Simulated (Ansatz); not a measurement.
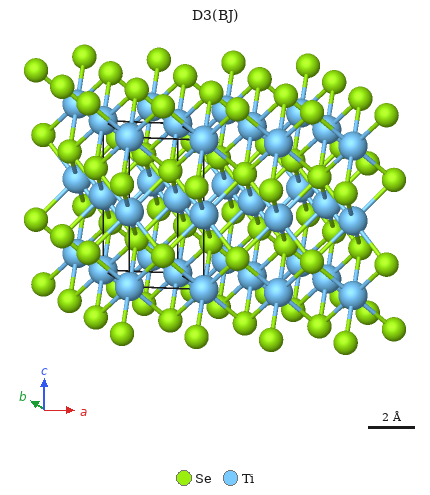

Crystalline TiSe (set up in P6_3/mmc), relaxed (cell and atoms) with several dispersion corrections. The picture shows the result with D3(BJ). The picture is a ball-and-stick view of the cell of the calculation, repeated 3 × 2 × 1 with one cell outlined, seen slightly off an axis.

Computed with Ansatz 0.2.0: PBEsol, Ansatz PAW. Set-up: plane-wave cutoff 420 eV; k-point mesh 9 × 9 × 5; occupations fermi-dirac; smearing width 0.05 eV; no spin polarisation; cell and atoms relaxed; force threshold 0.01 eV/Å.

```
dispersion correction  volume (Å³/atom)  a (Å)  c (Å)
               D3(BJ)            15.798  3.300  6.702
                 none            16.492  3.359  6.751
           D3(BJ)-ATM            15.914  3.309  6.711
                   D4                 ?      ?      ?
```

Question: Fill in the missing row.

Answer: With D4 the volume falls between D3(BJ)-ATM (15.914) and none (16.492). The calculation gives 16.225 Å³/atom (a = 3.337 Å, c = 6.731 Å). In order of volume: D3(BJ) < D3(BJ)-ATM < D4 < none; the spread is 4.4 %.
